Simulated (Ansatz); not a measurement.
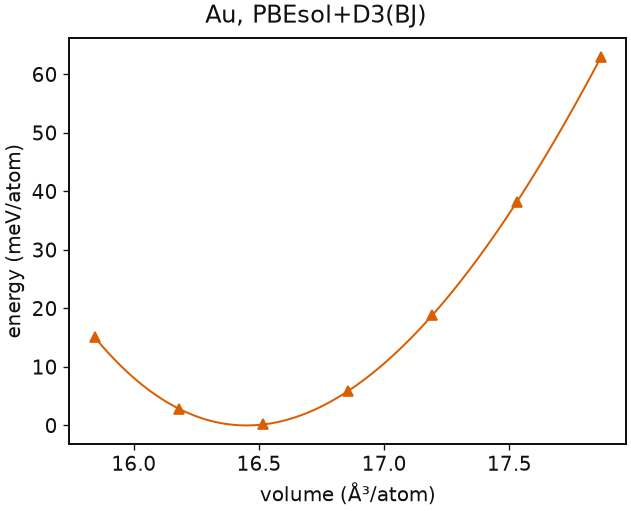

The picture above shows the energy against volume for Au, space group Fm-3m (No. 225).

Structure:
```
Au
1.0
     0.00000    2.03500    2.03500
     2.03500    0.00000    2.03500
     2.03500    2.03500    0.00000
Au
1
Direct
  0.00000 0.00000 0.00000
```

How it was computed, with Ansatz 0.2.0: plane-wave DFT, no spin polarisation; energies at scaled volumes of the given cell, shape and fractions fixed, counted from the fit's minimum, third-order Birch-Murnaghan fit. Level: PBEsol with D3(BJ).

- k mesh: 11×11×11
- occupations: Fermi–Dirac
- smearing width: 0.05 eV
- potentials: Ansatz PAW
- wave cutoff: 420 eV
- density cutoff: 1680 eV

This calculation gives: equilibrium volume 16.45 Å³/atom and bulk modulus 199 GPa.

Now the level changes from PBEsol with D3(BJ) to revPBE with D3(BJ). What happens?

The equilibrium volume rises from 16.45 to 16.96 Å³/atom (+3.1 %) and the bulk modulus falls from 199 to 171 GPa (−14 %).

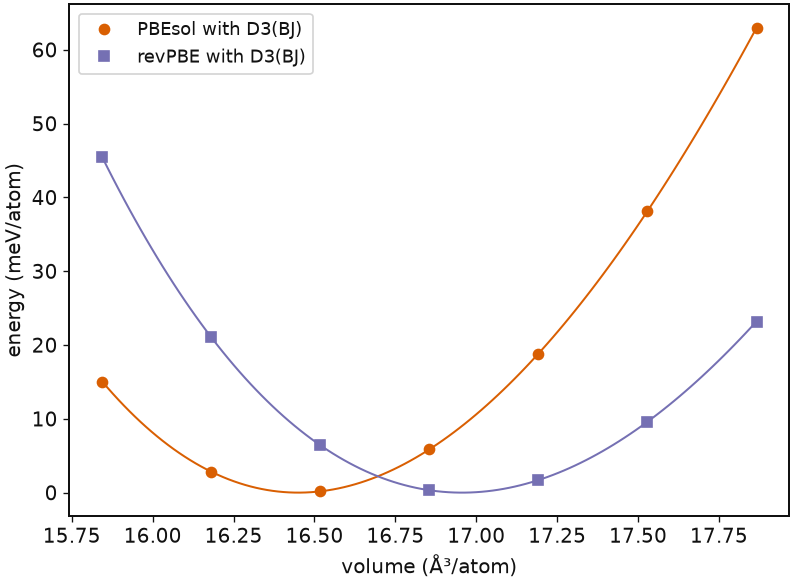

The two results together.

For PBEsol with D3(BJ), limits of the calculation: spin-orbit coupling left out, heavy elements.

For revPBE with D3(BJ), limits of the calculation: the functional was run on potentials made for another functional; spin-orbit coupling left out, heavy elements.

V0 and the bulk modulus come from third-order Birch–Murnaghan fits.
